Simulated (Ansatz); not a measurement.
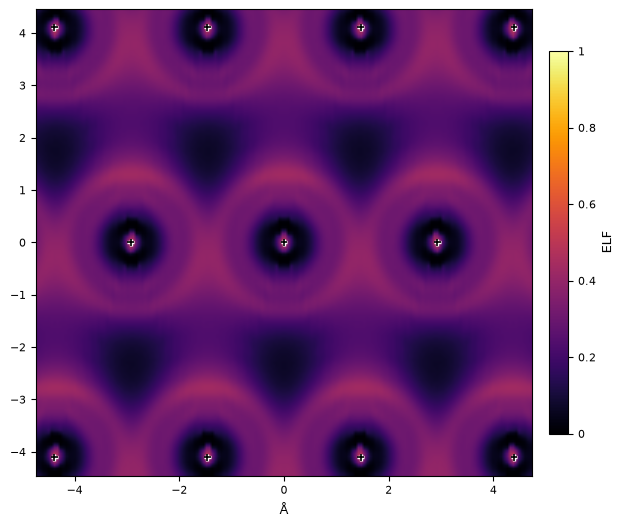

The ELF on a plane through atoms (crosses mark nuclei in the plane).

The calculation used Ansatz, DFT, LDA, PAW with Ansatz's default frozen-core files, scalar-relativistic.

Candidates:
A. In, a = 3.19 Å, b = 3.19 Å, c = 4.85 Å, α = 90.00°, β = 90.00°, γ = 90.00°. Space group I4/mmm; computed without spin polarisation.
B. W, a = 4.06 Å, b = 4.06 Å, c = 4.06 Å, α = 90.00°, β = 90.00°, γ = 90.00°. Space group Fm-3m; computed pressure about −18 GPa in this cell.
C. Ga, a = 2.93 Å, b = 8.21 Å, c = 3.17 Å, α = 90.00°, β = 90.00°, γ = 90.00°. Space group Cmcm; changed on purpose from its base cell (equal xx and yy strain of +1 %, PAW files); computed pressure about −5 GPa in this cell.

**Which system is this?**

Candidate C: Ga on the (001) plane of the conventional cell, which holds Ga.
